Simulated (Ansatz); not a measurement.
## Si: a changed input and its effect

System: Si (Fd-3m, 2 atoms in the cell).
Method of run 1: DFT r2SCAN, scalar-relativistic, plane waves, PAW, no spin polarisation (Ansatz 0.2.0).

The structure was built on a prototype by a generator; it need not be a known phase. Text and figures count atoms from 1; the logs count them from 0 in places.

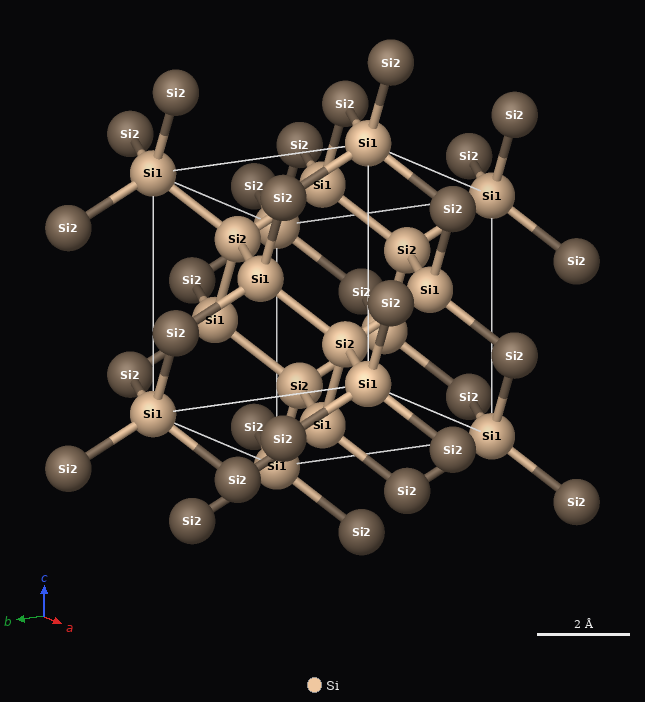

**Figure 1.** The structure (ball-and-stick view of the cell 4 times as large as that of the calculation, set on its symmetry axes, seen at an oblique angle; neighbours outside the cell are drawn fainter; atoms are numbered from 1 in the order of the input).

**The input, run 1**
```yaml
crystal:
  lattice:
    - [0.0, 2.7168139165, 2.7168139165]
    - [2.7168139165, 0.0, 2.7168139165]
    - [2.7168139165, 2.7168139165, 0.0]
  atoms:
    - { symbol: Si, position: [0.0, 0.0, 0.0] }
    - { symbol: Si, position: [0.25, 0.25, 0.25] }
basis:
  ecutwfc: 500
kpoints:
  mp_grid: { grid: [12, 12, 12] }
  band_path:
    path:
      - [0.0, 0.0, 0.0]
      - [0.5, 0.0, 0.5]
      - [0.625, 0.25, 0.625]
      - [0.375, 0.375, 0.75]
      - [0.5, 0.5, 0.5]
      - [0.5, 0.25, 0.75]
      - [0.0, 0.421875, 0.421875]
    npoints: 1
hamiltonian:
  xc: r2scan
scf:
  occupations: { method: gaussian, width: 0.02 }
  n_extra_bands: 4
output:
  forces: true
  stress: true
  eigenvalues: true
  write_density: true
  write_potential: true
  elf: true
  volumetric_format: npy
```

Launched with:
```bash
ansatz run input.yaml --threads 1 --pin off --max-ram 2560MiB --backend cpu --events-out ev --progress --plain --runs-dir out
```

Hardware: 1 thread of Intel Xeon @ 2.50GHz (Skylake/Cascade Lake), 189 GiB of memory available, shared host.

**Output, shortened to warnings, some set-up lines, iterations and results (run 1)**
```
Basis set: ecut = 500 eV, 965 PW (Γ), exchange–correlation on 120×120×120 points (64 copies of the dense FFT grid, shifted against one another)
Symmetry: 48 space group operations
k-points: 72 of 1728
Initial density: superposition of atomic densities (neutral atoms: chi_scale 0, normalization atom), corrected by the library's trained network
[...]
SCF iter   1: F=—  HF=-1278.117497 eV  |F-HF|=—  |Δ(HF+E_count)|=         —  Δρ=3.13e-3  dr2=2.98e-3  dr2_τ=1.24e-2  ethr=1.77e-3  ⟨swp⟩=6.2  Hψ=5347  notcnv=0
SCF iter   2: F=—  HF=-1278.132896 eV  |F-HF|=—  |Δ(HF+E_count)|=   1.54e-2  Δρ=1.84e-3  dr2=9.10e-4  dr2_τ=4.77e-6  ethr=3.73e-5  ⟨swp⟩=2.1  Hψ=1734  notcnv=0
SCF iter   3: F=—  HF=-1278.132856 eV  |F-HF|=—  |Δ(HF+E_count)|=   4.07e-5  Δρ=2.33e-4  dr2=1.35e-5  dr2_τ=5.83e-7  ethr=1.14e-5  ⟨swp⟩=2.2  Hψ=771  notcnv=0
SCF iter   4: F=—  HF=-1278.132866 eV  |F-HF|=—  |Δ(HF+E_count)|=   9.90e-6  Δρ=4.60e-5  dr2=3.07e-7  dr2_τ=4.93e-9  ethr=1.69e-7  ⟨swp⟩=2.2  Hψ=865  notcnv=0
SCF iter   5: F=-1278.132866 eV  HF=-1278.132866 eV  |F-HF|=1.64e-8  |Δ(HF+E_count)|=   6.68e-7  Δρ=1.04e-5  dr2=2.27e-8  dr2_τ=2.11e-10  ethr=3.83e-9  ⟨swp⟩=2.0  Hψ=864  …
SCF iter   6: F=-1278.132866 eV  HF=-1278.132866 eV  |F-HF|=1.31e-10  |Δ(HF+E_count)|=   1.87e-8  Δρ=1.02e-6  dr2=2.13e-10  dr2_τ=1.12e-12  ethr=2.83e-10  ⟨swp⟩=5.4  Hψ=2960  …
SCF 1 converged in 6 iterations: F = -1278.132866 eV  dr2 = 2.13e-10
NSCF: frozen V_eff on 7 k-points
SCF converged after 6 iterations
Free energy (F): -1278.132866 eV
Harris-Foulkes:  -1278.132866 eV  (|F-HF|=1.31e-10)
Internal energy: -1278.132866 eV  (E = F + TS)
E sigma→0 (E₀):  -1278.132866 eV
Fermi energy:    6.517753 eV
--- Per-component energies (eV) ---
  E_band       = 6.767201
  E_kinetic    = 81.000886
  E_local      = -53.436065  (includes V_loc(G=0)·N_el)
  E_nonlocal   = 50.079691
  E_hartree    = 14.918892
  E_xc         = -103.100398
  E_vxc        = -99.607134  (∫ρ·V_xc dr)
  E_paw        = -1039.034344  (= ΣΔE_a)
  E_vpaw       = -5.004082  (= ΣTr[D̂ρ^β])
  E_aug_tail   = 0.000008  (compensation charges beyond the density's cutoff)
  E_vtau       = 3.896102  (kinetic-family band-sum trace: ∫τ·v_τ [+ j·A + Jᵃ·Aᵃ] dr)
  E_ewald      = -228.408671
  E_core_change = -0.152866  (= ΣΔE_core)
  E_smearing   = -0.000000  (= −TS)
  E_closure    = 0.000000  (closes the sum)
  Σ components = -1278.132866   (vs F -1278.132866, Δ=0.00e0)
--- Forces (eV/Å), atoms counted from 1 ---
  atom   1  Si    -0.00000000    -0.00000000     0.00000000
  atom   2  Si     0.00000000     0.00000000    -0.00000000
  max |Σ_I F_I| component: 1.39e-17 eV/Å
--- Stress (GPa, compression-positive) ---
        0.573811       0.000000       0.000000
        0.000000       0.573811      -0.000000
       -0.000000       0.000000       0.573811
  P = ⅓ Tr σ = 0.5738 GPa (5.738 kbar)
```

For run 2 the input was changed thus:
```diff
-  ecutwfc: 500
+  ecutwfc: 420
-  xc: r2scan
+  xc: pbesol
```

What does this change do to the results?

The total energies belong to different methods, so their difference says nothing on which is more stable or more accurate. The gap on the mesh goes from 0.76 to 0.46 eV. The pressure goes from 0.57 to 0.00 GPa. The functional changes from r2SCAN to PBEsol. The number of SCF iterations is the same. The plane waves at Γ go from 965 to 749. On the same kind of shared host run 2 took about 0.53 times as long.

**Output, shortened to warnings, some set-up lines, iterations and results (run 2)**
```
Basis set: ecut = 420 eV, 749 PW (Γ), exchange–correlation on 54×54×54 points (8 copies of the dense FFT grid, shifted against one another)
Symmetry: 48 space group operations
k-points: 72 of 1728
Initial density: superposition of atomic densities (neutral atoms: chi_scale 0, normalization atom), corrected by the library's trained network
[...]
SCF iter   1: F=—  HF=-1242.985437 eV  |F-HF|=—  |Δ(HF+E_count)|=         —  Δρ=2.92e-3  dr2=3.84e-3  ethr=1.77e-3  ⟨swp⟩=6.2  Hψ=5224  notcnv=0
SCF iter   2: F=—  HF=-1242.984977 eV  |F-HF|=—  |Δ(HF+E_count)|=   4.60e-4  Δρ=1.11e-3  dr2=4.65e-4  ethr=4.80e-5  ⟨swp⟩=2.5  Hψ=1449  notcnv=0
SCF iter   3: F=—  HF=-1242.984956 eV  |F-HF|=—  |Δ(HF+E_count)|=   2.13e-5  Δρ=1.78e-4  dr2=7.70e-6  ethr=5.81e-6  ⟨swp⟩=2.0  Hψ=864  notcnv=0
SCF iter   4: F=—  HF=-1242.984967 eV  |F-HF|=—  |Δ(HF+E_count)|=   1.13e-5  Δρ=1.67e-5  dr2=8.21e-8  ethr=9.63e-8  ⟨swp⟩=2.0  Hψ=814  notcnv=0
SCF iter   5: F=-1242.984967 eV  HF=-1242.984967 eV  |F-HF|=7.34e-10  |Δ(HF+E_count)|=   1.13e-8  Δρ=4.47e-6  dr2=4.34e-9  ethr=1.03e-9  ⟨swp⟩=1.9  Hψ=799  notcnv=0
SCF iter   6: F=-1242.984967 eV  HF=-1242.984967 eV  |F-HF|=2.02e-11  |Δ(HF+E_count)|=   1.13e-9  Δρ=4.64e-7  dr2=5.82e-11  ethr=5.43e-11  ⟨swp⟩=4.9  Hψ=2693  notcnv=0
SCF 1 converged in 6 iterations: F = -1242.984967 eV  dr2 = 5.82e-11
NSCF: frozen V_eff on 7 k-points
SCF converged after 6 iterations
Free energy (F): -1242.984967 eV
Harris-Foulkes:  -1242.984967 eV  (|F-HF|=2.02e-11)
Internal energy: -1242.984967 eV  (E = F + TS)
E sigma→0 (E₀):  -1242.984967 eV
Fermi energy:    6.396484 eV
--- Per-component energies (eV) ---
  E_band       = 8.671203
  E_kinetic    = 80.521761
  E_local      = -54.700417  (includes V_loc(G=0)·N_el)
  E_nonlocal   = 52.107916
  E_hartree    = 14.648912
  E_xc         = -109.328420
  E_vxc        = -93.622228  (∫ρ·V_xc dr)
  E_paw        = -997.889181  (= ΣΔE_a)
  E_vpaw       = -4.933702  (= ΣTr[D̂ρ^β])
  E_aug_tail   = 0.000012  (compensation charges beyond the density's cutoff)
  E_ewald      = -228.408671
  E_core_change = 0.063121  (= ΣΔE_core)
  E_smearing   = -0.000000  (= −TS)
  E_closure    = 0.000000  (closes the sum)
  Σ components = -1242.984967   (vs F -1242.984967, Δ=0.00e0)
--- Forces (eV/Å), atoms counted from 1 ---
  atom   1  Si     0.00000000     0.00000000     0.00000000
  atom   2  Si     0.00000000     0.00000000    -0.00000000
  max |Σ_I F_I| component: 1.62e-17 eV/Å
--- Stress (GPa, compression-positive) ---
        0.001751      -0.000000       0.000000
       -0.000000       0.001751      -0.000000
       -0.000000      -0.000000       0.001751
  P = ⅓ Tr σ = 0.0018 GPa (0.018 kbar)
```

**The two runs side by side**

| quantity | run 1 | run 2 |
| --- | --- | --- |
| outcome | converged | converged |
| free energy per atom (eV) | −639.0664 | −621.4925 |
| gap on the mesh (eV) | 0.76 | 0.46 |
| pressure (GPa) | 0.57 | 0.00 |
| largest force (eV/Å) | 0.000 | 0.000 |
| SCF iterations | 6 | 6 |
| irreducible k-points | 72 | 72 |
| plane waves at Γ | 965 | 749 |
| wall time (shared host) | 9.4 s | 5 s |
